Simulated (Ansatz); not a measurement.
Structure (in its standard cell), the geometry relaxed with Ansatz 0.2.0, DFT, BLYP, plane waves (420 eV) with PAW, scalar-relativistic; the starting structure was generated, so it need not be a known form of this composition:

```xyz
4
Lattice="2.7620 0.0000 0.0000 -1.3810 2.3920 0.0000 0.0000 0.0000 9.0071" Properties=species:S:1:pos:R:3 pbc="T T T"
Rh    0.0000    0.0000    0.0000
Rh    0.0000    0.0000    4.5036
Rh    0.0000    1.5946    2.2518
Rh    1.3810    0.7973    6.7554
```

**Predict the [100] zone-axis pattern (100 kV, kinematic, B = 0.8 Å²).**

The spots form a rectangular net whose two shortest vectors correspond to d = 9.01 Å and 2.39 Å, 90.0° apart. They are 0 0 1 (itself extinct) and 0 1 0. The pattern has symmetry 2mm. A screw axis and a glide plane both extinguish reflections such as 0 0 1, 0 0 3, 0 0 5; reflections such as 0 3 -1, 0 3 1, 0 3 3 are allowed by the space group but vanish because the atoms sit on special positions; reflections such as 0 0 2, 0 0 6, 0 0 10 are allowed but too weak to see at this display level.

Strongest reflections with d > 0.80 Å, one of each family (|F|² from tabulated Gaussian fits of the electron scattering factors, times a small damping for the curvature of the Ewald sphere):

```tsv
hkl	d (Å)	I (strongest = 100)
0 0 4	2.252	100
0 1 2	2.112	50
0 1 1	2.312	20
0 0 8	1.126	19
0 1 6	1.272	16
0 1 3	1.871	13
```

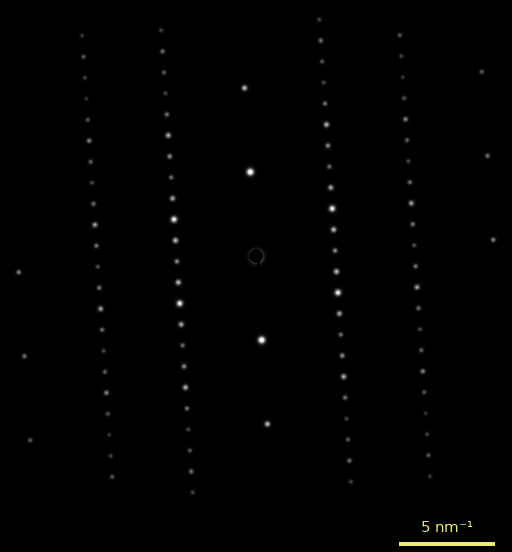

Calculated pattern, seen from the source side with [100] pointing towards the source.
